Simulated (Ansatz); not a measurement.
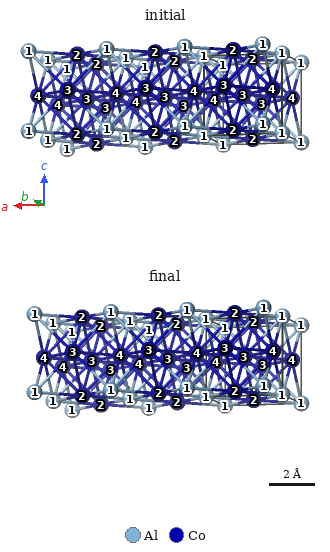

The structure of crystalline AlCo₃ (set up in Pm-3m) before (top) and after (bottom) a relaxation, at one scale.

Style: ball-and-stick. Shown: the cell of the calculation, repeated 3 × 2 × 1 with one cell outlined, from a free direction.

Case: no spin polarisation.

Computed with DFT r2SCAN, scalar-relativistic, plane waves, PAW in Ansatz. Set-up: plane-wave cutoff 500 eV; k-point mesh 12 × 12 × 12; occupations gaussian; smearing width 0.1 eV; no spin polarisation; cell and atoms relaxed; force threshold 0.01 eV/Å; at most 60 steps.

What changed between the two?

No atom moves by more than 0.005 Å relative to the cell. Cell: a = b = c 3.575 → 3.497 Å (−2.2 %). Volume −6.4 %. Near-neighbour distances that change, for instance: Co2–Co3 2.528 → 2.473 Å, Al1–Co2 2.528 → 2.473 Å. The space group stays Pm-3m (No. 221). After 3 accepted moves (4 points after the start) the energy has fallen by 31.8 meV per atom. All forces vanish by symmetry, so only the cell relaxes. Pressure: −13.14 GPa at the start and −0.05 GPa at the end. The SCF was repeated once at an unchanged geometry on a basis and grid sized afresh for the cell, which shifted the energy by 0.3 meV per atom at most.

Limits of the set-up: an element that often carries a moment was run without spin polarisation.
